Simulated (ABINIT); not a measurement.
**Ta: band-structure run (part 2 of 3)**

The same run, continued: Ta (Im-3m, 1 atom in the cell); Kohn-Sham DFT of a periodic cell, PBE, JTH PAW PBE v2.0, no spin polarisation (ABINIT 10.8.3); cutoff 517.02 eV, 11×11×11 k-mesh, fermi-dirac of 0.05 eV. The structure derives from an entry of the Crystallography Open Database.

Geometry of the input (Å; fractional positions):
```
-1.6513  1.6513  1.6513
1.6513  -1.6513  1.6513
1.6513  1.6513  -1.6513
Ta 0.0000  0.0000  0.0000
```

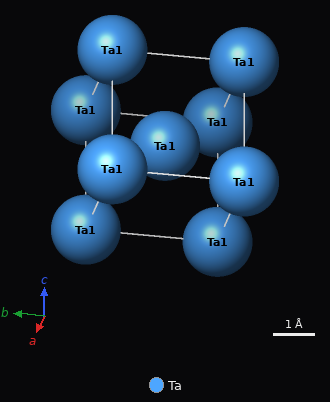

*The structure as given in the input (spheres-only view of the cell 2 times as large as that of the calculation, set on its symmetry axes, seen at an oblique angle; atoms are numbered from 1 in the order of the input). An atom can appear more than once, as a periodic image.*

## What the program printed, continued
```
 getcut : COMMENT -
  Note that boxcut > 2.2 ; recall that boxcut=Gcut(box)/Gcut(sphere) = 2
  is sufficient for exact treatment of convolution.
  Such a large boxcut is a waste : you could raise ecut
  e.g. ecut=   24.326062 Hartrees makes boxcut=2

 Fine grid specifications (used for densities):

 getcut: wavevector=  0.0000  0.0000  0.0000  ngfft=  30  30  30
         ecut(hartree)=     38.000   => boxcut(ratio)=   2.00025
--------------------------------------------------------------------------------

================================================================================
 Non-SCF case, kpt    1 (  0.00000  0.00000  0.00000), residuals and eigenvalues=
  3.07E-12  3.35E-12  5.01E-12  2.30E-12  4.91E-12  2.09E-12  1.14E-12  7.73E-13
  9.68E-13  5.82E-12  6.54E-12  5.52E-12  3.08E-12  6.74E-10  6.46E-08  8.82E-12
  6.32E-12
 -2.4277E+00 -1.1750E+00 -1.1750E+00 -1.1750E+00 -2.5096E-01  6.7404E-02
  6.7404E-02  6.7404E-02  1.8780E-01  1.8780E-01  5.9007E-01  5.9007E-01
  5.9007E-01  9.9560E-01  9.9560E-01  1.0882E+00  1.0882E+00
 Non-SCF case, kpt    2 (  0.06250 -0.06250  0.06250), residuals and eigenvalues=
  8.58E-12  5.36E-12  6.73E-12  1.17E-12  1.59E-12  5.66E-12  4.62E-12  6.54E-12
  3.17E-12  4.72E-12  1.73E-12  7.15E-12  2.32E-12  5.80E-10  8.30E-08  2.39E-08
  5.42E-06
 -2.4274E+00 -1.1774E+00 -1.1761E+00 -1.1761E+00 -2.3823E-01  6.5603E-02
  6.5603E-02  7.3452E-02  1.6661E-01  1.9504E-01  6.1244E-01  6.1244E-01
  6.1337E-01  8.7160E-01  1.0134E+00  1.0716E+00  1.0716E+00
 Non-SCF case, kpt    3 (  0.12500 -0.12500  0.12500), residuals and eigenvalues=
  4.67E-12  5.06E-12  3.69E-12  9.08E-13  7.25E-12  3.53E-12  7.13E-12  3.14E-12
  5.25E-12  1.41E-12  6.44E-12  1.26E-12  9.74E-12  1.20E-11  2.16E-09  3.74E-08
  3.28E-07
 -2.4265E+00 -1.1837E+00 -1.1793E+00 -1.1793E+00 -2.0246E-01  6.3749E-02
  6.3749E-02  9.1338E-02  1.1698E-01  2.1352E-01  6.6693E-01  6.7407E-01
  6.7407E-01  7.1983E-01  1.0171E+00  1.0171E+00  1.0686E+00
 Non-SCF case, kpt    4 (  0.18750 -0.18750  0.18750), residuals and eigenvalues=
  5.51E-12  2.40E-12  3.79E-12  5.65E-12  7.95E-12  3.93E-12  3.75E-12  5.71E-12
  6.58E-12  6.11E-12  2.32E-12  2.51E-12  2.27E-12  5.46E-12  2.63E-12  1.26E-11
  6.90E-06
 -2.4252E+00 -1.1915E+00 -1.1841E+00 -1.1841E+00 -1.5085E-01  5.9441E-02
  6.8789E-02  6.8789E-02  1.2015E-01  2.3019E-01  6.1005E-01  7.2606E-01
  7.5393E-01  7.5393E-01  9.3925E-01  9.3925E-01  1.1640E+00
 Non-SCF case, kpt    5 (  0.25000 -0.25000  0.25000), residuals and eigenvalues=
  8.33E-12  1.43E-12  1.23E-12  8.29E-12  9.90E-12  5.72E-12  3.76E-12  3.29E-12
  2.42E-12  4.76E-12  9.98E-13  4.02E-12  3.75E-12  9.18E-12  1.09E-09  7.39E-09
  3.57E-04
 -2.4238E+00 -1.1983E+00 -1.1898E+00 -1.1898E+00 -9.6781E-02  5.5824E-03
  8.6448E-02  8.6448E-02  1.5800E-01  2.2538E-01  5.7757E-01  7.5045E-01
  7.5045E-01  7.7887E-01  9.4917E-01  9.4917E-01  1.1502E+00
 Non-SCF case, kpt    6 (  0.31250 -0.31250  0.31250), residuals and eigenvalues=
  4.02E-12  7.42E-12  3.30E-12  8.16E-12  4.23E-12  8.09E-12  4.53E-12  1.86E-12
  7.01E-12  4.01E-12  4.59E-12  9.06E-12  1.18E-12  2.49E-09  7.71E-06  1.14E-07
  5.47E-04
 -2.4224E+00 -1.2027E+00 -1.1956E+00 -1.1956E+00 -6.4032E-02 -3.9247E-02
  1.1988E-01  1.1988E-01  2.0154E-01  2.1873E-01  6.1915E-01  6.4748E-01
  6.4748E-01  8.2271E-01  9.9598E-01  1.0682E+00  1.0693E+00
 Non-SCF case, kpt    7 (  0.37500 -0.37500  0.37500), residuals and eigenvalues=
  8.47E-12  7.80E-12  7.34E-12  3.12E-12  2.72E-12  3.15E-12  4.57E-12  2.72E-12
  2.33E-12  1.50E-12  2.09E-12  5.93E-12  1.10E-12  9.81E-10  2.11E-09  9.69E-07
  6.17E-06
 -2.4213E+00 -1.2047E+00 -1.2006E+00 -1.2006E+00 -7.2470E-02 -6.9511E-02
  1.6997E-01  1.6997E-01  2.4490E-01  2.5419E-01  5.3405E-01  5.3405E-01
  6.7843E-01  8.5664E-01  8.7750E-01  1.0206E+00  1.2024E+00
 Non-SCF case, kpt    8 (  0.43750 -0.43750  0.43750), residuals and eigenvalues=
  2.19E-12  4.87E-12  9.77E-13  6.31E-12  7.61E-12  7.62E-12  9.77E-12  4.06E-12
  7.52E-12  5.03E-12  2.14E-12  2.83E-12  2.93E-12  1.75E-11  4.24E-11  7.21E-10
  2.41E-04
 -2.4206E+00 -1.2051E+00 -1.2039E+00 -1.2039E+00 -9.2814E-02 -9.0145E-02
  2.3516E-01  2.3516E-01  2.7877E-01  3.1877E-01  4.2811E-01  4.2811E-01
  6.5719E-01  8.6377E-01  8.7856E-01  9.6445E-01  1.3190E+00
 Non-SCF case, kpt    9 (  0.50000 -0.50000  0.50000), residuals and eigenvalues=
  1.93E-12  5.23E-12  3.43E-12  5.56E-12  4.74E-12  7.28E-12  4.83E-12  4.24E-12
  6.33E-12  2.71E-12  5.43E-12  6.66E-12  1.09E-12  9.30E-12  8.37E-12  4.85E-11
  4.95E-07
 -2.4203E+00 -1.2051E+00 -1.2051E+00 -1.2051E+00 -9.9654E-02 -9.9654E-02
  2.9194E-01  2.9194E-01  2.9194E-01  3.5740E-01  3.5740E-01  3.5740E-01
  6.1655E-01  8.8621E-01  8.8621E-01  9.4347E-01  1.3720E+00
 Non-SCF case, kpt   10 (  0.41667 -0.41667  0.50000), residuals and eigenvalues=
  3.23E-12  4.24E-12  3.88E-12  2.95E-12  2.90E-12  4.14E-12  5.70E-12  5.54E-12
  7.10E-13  4.04E-12  9.45E-12  2.07E-12  2.47E-12  5.70E-12  3.65E-12  4.35E-10
  1.20E-04
 -2.4205E+00 -1.2060E+00 -1.2040E+00 -1.2032E+00 -9.3092E-02 -9.1446E-02
  2.3047E-01  2.3105E-01  2.9413E-01  3.5656E-01  3.9198E-01  4.1689E-01
  6.5958E-01  8.6746E-01  8.7520E-01  9.6234E-01  1.2946E+00
 Non-SCF case, kpt   11 (  0.33333 -0.33333  0.50000), residuals and eigenvalues=
  7.41E-12  7.90E-12  4.00E-12  2.17E-12  9.81E-12  7.38E-12  6.13E-12  6.91E-12
  2.99E-12  5.13E-12  1.26E-12  1.44E-12  7.39E-12  3.75E-11  7.58E-11  1.08E-07
  6.07E-05
 -2.4211E+00 -1.2084E+00 -1.2012E+00 -1.1980E+00 -7.7159E-02 -6.7504E-02
  1.5077E-01  1.5084E-01  3.0023E-01  3.5088E-01  4.2066E-01  4.9123E-01
  7.3837E-01  8.3006E-01  8.6370E-01  1.0128E+00  1.1818E+00
 Non-SCF case, kpt   12 (  0.25000 -0.25000  0.50000), residuals and eigenvalues=
  5.57E-12  4.31E-12  3.63E-12  2.05E-12  3.59E-12  3.28E-12  6.96E-12  3.27E-12
  6.88E-12  8.00E-12  3.72E-12  2.94E-12  9.87E-12  1.29E-11  5.65E-10  2.56E-07
  5.30E-06
 -2.4219E+00 -1.2117E+00 -1.1972E+00 -1.1906E+00 -6.8139E-02 -2.9751E-02
  8.1347E-02  1.0365E-01  3.0888E-01  3.3254E-01  4.3993E-01  5.5477E-01
  7.0501E-01  8.0530E-01  9.5664E-01  1.0600E+00  1.0999E+00
 Non-SCF case, kpt   13 (  0.16667 -0.16667  0.50000), residuals and eigenvalues=
  5.46E-12  5.19E-12  6.03E-12  7.13E-12  2.71E-12  9.00E-12  7.89E-12  2.80E-12
  1.57E-12  8.57E-12  5.55E-12  8.52E-12  2.10E-12  1.78E-11  5.54E-08  3.17E-08
  1.47E-07
 -2.4227E+00 -1.2150E+00 -1.1931E+00 -1.1831E+00 -8.5804E-02  1.8292E-02
  2.8221E-02  1.1460E-01  2.9637E-01  3.1793E-01  4.5529E-01  6.0580E-01
  6.1041E-01  8.1068E-01  1.0472E+00  1.0479E+00  1.0846E+00
 Non-SCF case, kpt   14 (  0.08333 -0.08333  0.50000), residuals and eigenvalues=
  8.11E-12  6.69E-12  1.11E-12  2.80E-12  3.75E-12  5.18E-12  1.06E-12  2.09E-12
  8.96E-12  3.88E-12  6.55E-12  5.57E-12  7.91E-12  3.56E-09  7.84E-06  9.11E-06
  1.05E-03
 -2.4233E+00 -1.2173E+00 -1.1901E+00 -1.1774E+00 -1.1067E-01 -5.0571E-03
  6.9203E-02  1.5775E-01  2.4945E-01  3.2480E-01  4.6614E-01  5.1986E-01
  6.4175E-01  8.4141E-01  1.0147E+00  1.0257E+00  1.1519E+00
 Non-SCF case, kpt   15 (  0.00000  0.00000  0.50000), residuals and eigenvalues=
  4.26E-12  2.34E-12  8.41E-12  4.23E-12  5.58E-12  2.80E-12  4.63E-12  4.54E-12
  6.27E-12  6.25E-12  2.20E-12  1.03E-12  3.48E-12  1.05E-08  3.44E-06  3.04E-07
  3.56E-03
 -2.4235E+00 -1.2182E+00 -1.1890E+00 -1.1753E+00 -1.2079E-01 -1.6380E-02
  9.7957E-02  1.8343E-01  2.2128E-01  3.2741E-01  4.7141E-01  4.7738E-01
  6.5540E-01  8.6346E-01  9.9994E-01  1.0184E+00  1.1407E+00
 Non-SCF case, kpt   16 (  0.00000  0.00000  0.41667), residuals and eigenvalues=
  1.79E-12  9.28E-12  6.97E-12  8.93E-12  3.16E-12  6.12E-12  2.39E-12  9.43E-13
  3.10E-12  1.20E-12  2.71E-12  5.45E-12  1.70E-12  1.84E-10  2.78E-09  9.19E-09
  3.31E-08
 -2.4238E+00 -1.2155E+00 -1.1880E+00 -1.1753E+00 -1.2180E-01 -1.1941E-02
  7.3097E-02  1.8613E-01  2.1582E-01  2.9449E-01  4.9560E-01  5.0005E-01
  7.0032E-01  8.8973E-01  9.4695E-01  1.0032E+00  1.0090E+00
 Non-SCF case, kpt   17 (  0.00000  0.00000  0.33333), residuals and eigenvalues=
  5.78E-12  3.26E-12  2.83E-12  4.80E-12  2.83E-12  6.17E-13  3.97E-12  7.73E-12
  1.07E-12  3.86E-12  3.97E-12  2.19E-12  6.51E-12  7.38E-11  5.95E-11  1.14E-09
  2.41E-09
 -2.4246E+00 -1.2080E+00 -1.1856E+00 -1.1752E+00 -1.3337E-01  8.2044E-04
  3.9896E-02  1.7911E-01  2.0443E-01  2.2837E-01  5.4249E-01  5.7202E-01
  8.0076E-01  8.4724E-01  8.9957E-01  9.3871E-01  9.7850E-01
 Non-SCF case, kpt   18 (  0.00000  0.00000  0.25000), residuals and eigenvalues=
  4.07E-12  5.60E-12  4.08E-12  2.15E-12  8.16E-12  5.42E-12  1.82E-12  7.40E-12
  8.12E-12  2.55E-12  7.93E-13  1.62E-12  2.14E-12  6.72E-12  1.14E-11  2.28E-11
  1.41E-07
 -2.4256E+00 -1.1975E+00 -1.1821E+00 -1.1751E+00 -1.6687E-01  1.9984E-02
  3.6872E-02  1.6294E-01  1.6619E-01  1.9453E-01  5.9671E-01  6.5449E-01
  7.4811E-01  8.2787E-01  8.8239E-01  9.1594E-01  1.0575E+00
 Non-SCF case, kpt   19 (  0.00000  0.00000  0.16667), residuals and eigenvalues=
  8.55E-12  3.96E-12  2.24E-12  1.76E-12  2.62E-12  6.42E-12  8.46E-12  5.55E-12
  2.38E-12  2.19E-12  4.12E-12  5.17E-12  4.30E-12  2.06E-12  2.77E-12  4.03E-11
  1.45E-08
 -2.4267E+00 -1.1865E+00 -1.1786E+00 -1.1751E+00 -2.0854E-01  4.1806E-02
  5.3484E-02  1.1121E-01  1.6273E-01  1.8926E-01  6.1662E-01  6.6563E-01
  6.7377E-01  8.3255E-01  8.7593E-01  1.0159E+00  1.0919E+00
 Non-SCF case, kpt   20 (  0.00000  0.00000  0.08333), residuals and eigenvalues=
  3.28E-12  4.03E-12  5.48E-12  2.80E-12  1.24E-12  1.98E-12  1.44E-12  5.96E-12
  3.86E-12  9.41E-12  8.72E-13  4.82E-13  1.47E-12  5.98E-12  8.01E-11  8.63E-09
  7.41E-08
 -2.4274E+00 -1.1781E+00 -1.1760E+00 -1.1750E+00 -2.3968E-01  6.0084E-02
  6.4967E-02  7.8520E-02  1.7661E-01  1.8781E-01  6.0003E-01  6.0998E-01
  6.1916E-01  9.1364E-01  9.5213E-01  1.0729E+00  1.0858E+00
 Non-SCF case, kpt   21 (  0.00000  0.00000  0.00000), residuals and eigenvalues=
  3.07E-12  3.35E-12  5.01E-12  2.30E-12  4.91E-12  2.09E-12  1.14E-12  7.73E-13
  9.68E-13  5.82E-12  6.54E-12  5.52E-12  3.08E-12  6.74E-10  6.46E-08  8.82E-12
  6.32E-12
 -2.4277E+00 -1.1750E+00 -1.1750E+00 -1.1750E+00 -2.5096E-01  6.7404E-02
  6.7404E-02  6.7404E-02  1.8780E-01  1.8780E-01  5.9007E-01  5.9007E-01
  5.9007E-01  9.9560E-01  9.9560E-01  1.0882E+00  1.0882E+00
 Non-SCF case, kpt   22 (  0.03571  0.03571  0.03571), residuals and eigenvalues=
  5.62E-12  2.53E-12  7.84E-12  9.13E-12  7.01E-12  2.45E-12  6.33E-12  7.64E-12
  2.07E-12  6.05E-12  2.51E-12  4.65E-12  3.26E-12  6.54E-10  8.09E-09  2.25E-08
  3.19E-07
 -2.4274E+00 -1.1787E+00 -1.1754E+00 -1.1754E+00 -2.3856E-01  6.0806E-02
  6.0806E-02  8.1860E-02  1.8198E-01  1.8198E-01  5.9777E-01  6.1811E-01
  6.1811E-01  9.3321E-01  9.3321E-01  1.0193E+00  1.1615E+00
 Non-SCF case, kpt   23 (  0.07143  0.07143  0.07143), residuals and eigenvalues=
  4.35E-12  2.09E-12  2.93E-12  7.91E-12  4.03E-12  6.39E-12  1.56E-12  3.03E-12
  3.09E-12  7.61E-12  4.56E-12  4.27E-12  1.43E-12  3.07E-11  2.78E-11  8.82E-11
  1.75E-03
 -2.4266E+00 -1.1882E+00 -1.1766E+00 -1.1766E+00 -2.0432E-01  4.0888E-02
  4.0888E-02  1.2511E-01  1.7737E-01  1.7737E-01  6.2089E-01  6.6724E-01
  6.6724E-01  8.8452E-01  8.8734E-01  8.8734E-01  1.2007E+00
 Non-SCF case, kpt   24 (  0.10714  0.10714  0.10714), residuals and eigenvalues=
  4.74E-12  5.35E-12  5.30E-12  1.79E-12  6.19E-12  1.88E-12  5.76E-12  8.18E-12
  1.34E-12  8.31E-12  1.82E-12  1.02E-12  9.48E-12  7.51E-12  1.33E-09  5.19E-09
  6.04E-06
 -2.4255E+00 -1.1990E+00 -1.1789E+00 -1.1789E+00 -1.5518E-01  1.4835E-02
  1.4835E-02  1.8433E-01  1.8433E-01  1.9505E-01  6.5818E-01  6.5818E-01
  6.5940E-01  7.3006E-01  9.5092E-01  9.5092E-01  1.0846E+00
 Non-SCF case, kpt   25 (  0.14286  0.14286  0.14286), residuals and eigenvalues=
  2.53E-12  6.14E-12  4.91E-12  4.53E-12  7.81E-12  8.61E-12  7.74E-12  6.76E-12
  2.69E-12  8.76E-12  1.82E-12  9.85E-12  5.25E-12  4.57E-12  4.08E-08  4.90E-07
  2.22E-06
 -2.4244E+00 -1.2070E+00 -1.1823E+00 -1.1823E+00 -9.8726E-02 -5.9338E-03
 -5.9338E-03  1.9867E-01  1.9867E-01  2.8421E-01  5.7372E-01  6.1305E-01
  6.1305E-01  7.1329E-01  1.0092E+00  1.0824E+00  1.0824E+00
 Non-SCF case, kpt   26 (  0.17857  0.17857  0.17857), residuals and eigenvalues=
  8.50E-12  3.27E-12  2.36E-12  5.21E-12  4.83E-12  1.25E-12  4.79E-12  2.44E-12
  2.38E-12  8.31E-12  9.25E-13  2.30E-12  5.31E-12  2.20E-11  2.07E-08  1.95E-07
  4.78E-07
 -2.4237E+00 -1.2093E+00 -1.1867E+00 -1.1867E+00 -4.3421E-02 -1.5581E-02
 -1.5581E-02  2.1350E-01  2.1350E-01  3.7717E-01  4.3408E-01  5.7183E-01
  5.7183E-01  7.8252E-01  9.8408E-01  1.0742E+00  1.0742E+00
 Non-SCF case, kpt   27 (  0.21429  0.21429  0.21429), residuals and eigenvalues=
  1.86E-12  2.57E-12  2.13E-12  3.83E-12  4.28E-12  6.28E-12  5.53E-12  1.54E-12
  2.07E-12  2.51E-12  4.21E-12  5.07E-12  8.47E-12  7.67E-10  6.53E-06  3.10E-06
  1.04E-05
 -2.4233E+00 -1.2053E+00 -1.1917E+00 -1.1917E+00 -1.4007E-02 -1.4007E-02
 -4.7613E-03  2.2387E-01  2.2387E-01  3.3453E-01  4.5465E-01  5.3992E-01
  5.3992E-01  8.6704E-01  1.0179E+00  1.0186E+00  1.0186E+00
 Non-SCF case, kpt   28 (  0.25000  0.25000  0.25000), residuals and eigenvalues=
  3.96E-12  3.24E-12  7.74E-12  1.62E-12  3.85E-12  8.48E-13  9.89E-12  2.52E-12
  7.71E-12  9.16E-12  2.56E-12  4.33E-12  6.45E-13  1.44E-06  1.60E-06  4.48E-05
  2.01E-09
 -2.4232E+00 -1.1968E+00 -1.1968E+00 -1.1968E+00 -5.1633E-03 -5.1633E-03
 -5.1633E-03  2.2761E-01  2.2761E-01  3.0095E-01  5.1224E-01  5.1224E-01
  5.1224E-01  9.6674E-01  9.6674E-01  9.6675E-01  1.0971E+00
 Non-SCF case, kpt   29 (  0.28571  0.14286  0.28571), residuals and eigenvalues=
```
